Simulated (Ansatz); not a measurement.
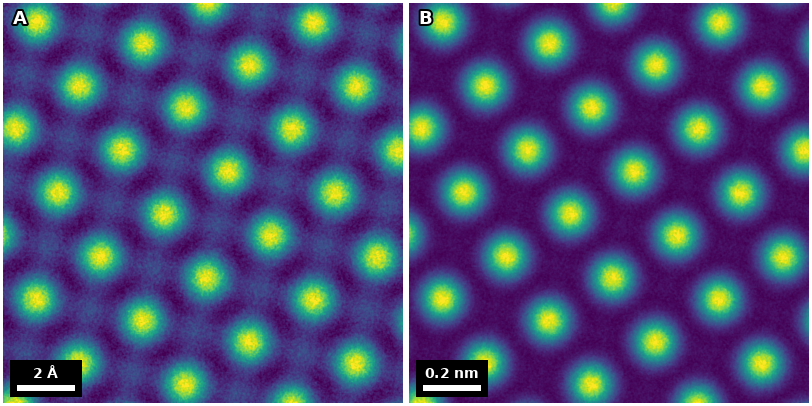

Two simulated images of the same area of ZnO (Pm-3m, No. 221) along [001], with a probe of 1.30 Å. One is incoherent Z contrast (Z^1.7 per atom), the other the projected potential of neutral atoms blurred by the probe (iDPC-like, thin sample). Brightness is counted from the darkest point of the image. Shot noise was added. Structure: the end point of a relaxation with Ansatz, DFT PBE, scalar-relativistic, plane waves, PAW; the starting structure was generated, so it need not be a known form of this composition.

Question: Which panel is which, and how can one tell?

Answer: B is the Z-contrast image and A the potential image. The columns of 1 O per repeat reach about 2 % of the brightest peak (1 Zn) in B but about 21 % in A, mainly since the potential grows much more slowly with atomic number. The O columns show clearly in A alone.
